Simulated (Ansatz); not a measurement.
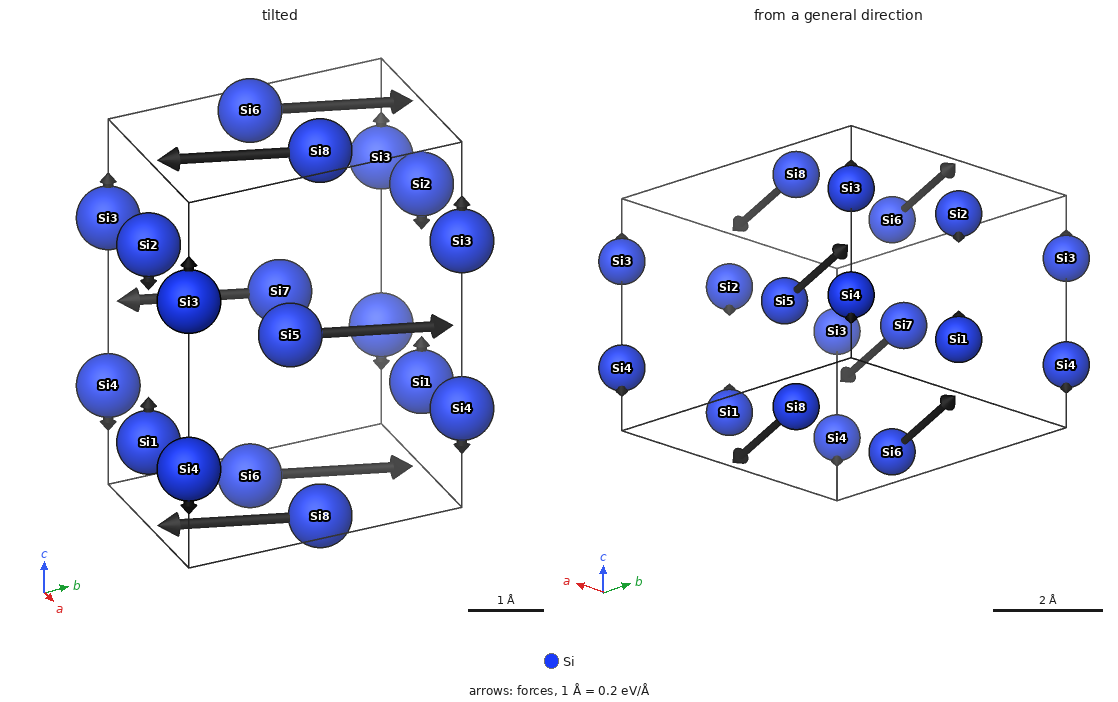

The figure gives a spheres-only picture of the atoms, viewed slightly off an axis and from a general direction. Atoms at the boundary of the cell (the run's own, in a reduced setting) (the box) are drawn once for each face, edge or corner they touch. The arrows are the computed forces on the atoms.

System: Si. Calculation details: DFT LDA, scalar-relativistic, plane waves, PAW in Ansatz 0.2.0; 420 eV cutoff, k-points about 0.16 Å⁻¹ apart, Gaussian smearing of 0.15 eV, no spin polarisation.

> Is this an equilibrium geometry?

No. The atoms still feel forces of up to about 0.37 eV/Å, far above a usual threshold of 0.01 to 0.03 eV/Å.

> Name the atom under the greatest force.

Si5, Si6, Si7 and Si8, about 0.37 eV/Å.

The model was built from a structure listed in the Materials Project. The cell was then strained or its atoms displaced on purpose. Ansatz was used for an electronic-structure calculation on it.
